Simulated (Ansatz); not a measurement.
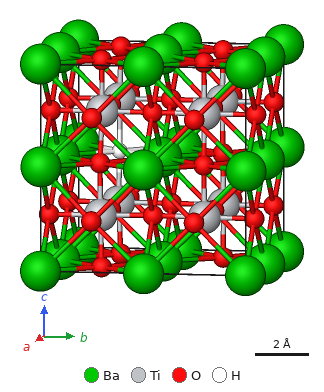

This is the input geometry for a relaxation of a defect cell of composition Ba₈Ti₈O₂₃H (cell charge −1). A ball-and-stick model of the cell of the calculation, seen slightly off an axis.

The atoms of the start lie slightly off their symmetric places, so part of the fall in energy undoes that.

Computed with Ansatz, DFT, PBEsol, PAW, plane waves.

The input:
```yaml
crystal:
  lattice:
    - [7.940420, 0.000000, 0.000000]
    - [0.000000, 7.940420, 0.000000]
    - [0.000000, 0.000000, 7.940420]
  atoms:
    - { symbol: Ba, position: [0.000445, 0.999142, 0.000310] }
    - { symbol: Ba, position: [0.000341, 0.001557, 0.504223] }
    - { symbol: Ba, position: [0.999065, 0.501581, 0.998546] }
    - { symbol: Ba, position: [0.999758, 0.500420, 0.499623] }
    - { symbol: Ba, position: [0.498090, 0.000189, 0.998258] }
    - { symbol: Ba, position: [0.495506, 0.997232, 0.501363] }
    - { symbol: Ba, position: [0.502182, 0.500285, 0.001178] }
    - { symbol: Ba, position: [0.506042, 0.499082, 0.504546] }
    - { symbol: Ti, position: [0.249322, 0.240724, 0.252908] }
    - { symbol: Ti, position: [0.248471, 0.246568, 0.751899] }
    - { symbol: Ti, position: [0.245715, 0.752141, 0.249404] }
    - { symbol: Ti, position: [0.254779, 0.747571, 0.751263] }
    - { symbol: Ti, position: [0.750142, 0.245910, 0.248312] }
    - { symbol: Ti, position: [0.746565, 0.253625, 0.750743] }
    - { symbol: Ti, position: [0.747741, 0.752915, 0.247928] }
    - { symbol: Ti, position: [0.750034, 0.752596, 0.747705] }
    - { symbol: O, position: [0.247288, 0.250897, 0.002283] }
    - { symbol: O, position: [0.253092, 0.751139, 0.996034] }
    - { symbol: O, position: [0.251824, 0.749486, 0.498130] }
    - { symbol: O, position: [0.749600, 0.250552, 0.996461] }
    - { symbol: O, position: [0.749721, 0.242499, 0.498316] }
    - { symbol: O, position: [0.747629, 0.749393, 0.994780] }
    - { symbol: O, position: [0.750513, 0.748749, 0.498753] }
    - { symbol: O, position: [0.997824, 0.246420, 0.245530] }
    - { symbol: O, position: [0.999101, 0.249020, 0.744582] }
    - { symbol: O, position: [0.000271, 0.747754, 0.249673] }
    - { symbol: O, position: [0.000840, 0.748913, 0.746600] }
    - { symbol: O, position: [0.499666, 0.248861, 0.245901] }
    - { symbol: O, position: [0.495444, 0.248687, 0.750543] }
    - { symbol: O, position: [0.496194, 0.751843, 0.252110] }
    - { symbol: O, position: [0.502781, 0.747641, 0.747226] }
    - { symbol: O, position: [0.247185, 0.995907, 0.251418] }
    - { symbol: O, position: [0.247149, 0.997508, 0.750403] }
    - { symbol: O, position: [0.250979, 0.499982, 0.251396] }
    - { symbol: O, position: [0.246886, 0.496512, 0.752963] }
    - { symbol: O, position: [0.753723, 0.995806, 0.246567] }
    - { symbol: O, position: [0.747429, 0.003598, 0.748292] }
    - { symbol: O, position: [0.748430, 0.501338, 0.250905] }
    - { symbol: O, position: [0.749399, 0.498916, 0.748211] }
    - { symbol: H, position: [0.249713, 0.245922, 0.498872] }
  symmetry: { detect: false }
kpoints:
  mp_grid: { grid: [1, 1, 1], shift: [0.25, 0.25, 0.25] }
hamiltonian:
  xc: pbesol
total_charge: -1
scf:
  occupations: { method: fermi_dirac, width: 0.01 }
relax:
  f_tol: 0.03
  max_steps: 80
  escape_saddle: false
  adjacent_minimum: "off"
output:
  forces: true
  eigenvalues: true
  populations: true
  charged_corrections: { epsilon: 300 }
```

Launched with:
```bash
ansatz run in.yaml --threads 7 --pin off --max-ram 13300MiB --runs-dir r --events-out ev --progress --plain
```

What does the optimiser find from here?

Answer. The energy falls by 0.627 eV per cell of the calculation in 12 geometry steps. Largest force component: 2.8 eV/Å at the start, 0.022 eV/Å at the end. Ti9 moves most: 0.14 Å roughly along [0 1 −2]. Largest moves by element: Ti 0.14 Å, O 0.08 Å, Ba 0.06 Å, H 0.02 Å. The cell doesn't change. Near-neighbour distances that change, for instance: Ba2–Ti9 3.391 → 3.517 Å, Ti9–H40 1.953 → 2.077 Å, Ba6–Ti9 3.384 → 3.496 Å, Ba7–Ti9 3.503 → 3.394 Å. Among the angles between lasting bonds that change: O32–Ti9–O34 179.3° → 172.5°, Ba6–O28–Ti9 86.9° → 93.5°, O24–Ti9–H40 91.7° → 85.7°.

Final geometry:

```
Ba Ti O H
1.0
     7.94042    0.00000    0.00000
     0.00000    7.94042    0.00000
     0.00000    0.00000    7.94042
Ba Ti O H
8 8 23 1
Direct
  0.99870 0.99596 0.99912
  0.99867 0.99682 0.49982
  0.99814 0.50033 0.99927
  0.99889 0.49957 0.49926
  0.50311 0.99530 0.99927
  0.50172 0.99672 0.49928
  0.50248 0.49973 0.99943
  0.50159 0.49972 0.49873
  0.25235 0.24823 0.23782
  0.25025 0.24609 0.76082
  0.25050 0.74914 0.25004
  0.25081 0.74439 0.74806
  0.75410 0.24752 0.25030
  0.74932 0.24779 0.74832
  0.75071 0.74767 0.24929
  0.75067 0.74759 0.74910
  0.24873 0.24965 0.99934
  0.24989 0.74808 0.99927
  0.24994 0.74865 0.49959
  0.75023 0.24851 0.99968
  0.74968 0.24846 0.49932
  0.74982 0.74858 0.99950
  0.74970 0.74866 0.49950
  0.99969 0.24876 0.25384
  0.00179 0.25273 0.74535
  0.99809 0.75109 0.24971
  0.99876 0.75023 0.75006
  0.49384 0.25120 0.25439
  0.49630 0.25025 0.74577
  0.49822 0.74976 0.24959
  0.49876 0.75144 0.74973
  0.24823 0.00212 0.25295
  0.24722 0.00452 0.74440
  0.24567 0.49663 0.25331
  0.24964 0.49869 0.74495
  0.74705 0.99969 0.24925
  0.74876 0.00027 0.74930
  0.74830 0.49970 0.24884
  0.74741 0.50038 0.74924
  0.24914 0.24828 0.49935
```

After the run, drawn alike:

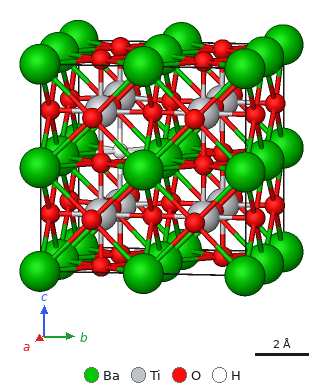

Limits of the set-up: the periodic images lie only 7.9 Å apart, so the values are limited by the cell's size; the cell is charged, on a uniform background, and energies carry no finite-size correction.
